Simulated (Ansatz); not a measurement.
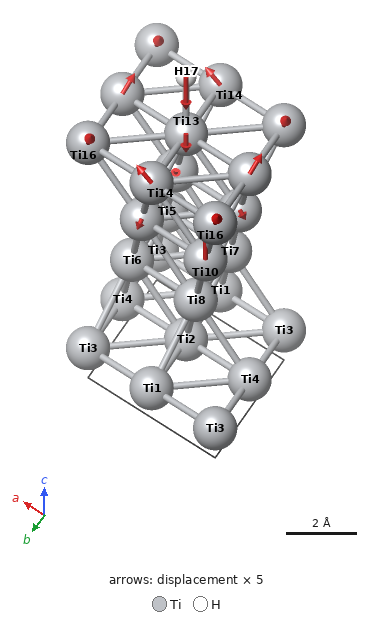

A constrained relaxation of a slab of composition Ti$_{16}$H (cut from the Fm-3m phase). The starting structure is drawn; red arrows show the displacements, 5 times their true length.

A ball-and-stick model of the cell of the calculation, outlined in the plane, without the vacuum (origin shifted), seen from a free direction.

Case: H put at a top Ti site. The slab is the (1 1 1) face of Ti with H on it. 8 atoms are held fixed.

Computed with DFT PBE+D3(BJ), scalar-relativistic, plane waves, PAW in Ansatz 0.2.0. Set-up: plane-wave cutoff 420 eV; k-point mesh 6 × 6 × 1; occupations gaussian; smearing width 0.1 eV; no spin polarisation; dipole correction; atoms relaxed in a fixed cell; force threshold 0.03 eV/Å; at most 70 steps.

> What happened in the run?

Over 6 accepted moves (8 points after the start) the energy falls by 0.140 eV per cell of the calculation. The largest force component goes from 0.62 to 0.013 eV/Å. The line search rejected the trial step at point 4 of the run. 1 step only repeated the SCF at the same geometry. The atom that moves furthest is the H atom (0.22 Å along the normal (−c)). By element the largest moves are H 0.22 Å, Ti 0.22 Å. The cell doesn't change. Near-neighbour distances that change, for instance: Ti–Ti 2.889 → 3.070 Å, Ti–Ti 2.855 → 3.019 Å, Ti–Ti 2.855 → 2.691 Å, Ti–Ti 2.766 → 2.862 Å.

Limits of the set-up: the periodic images lie only 5.7 Å apart, so the values are limited by the cell's size.
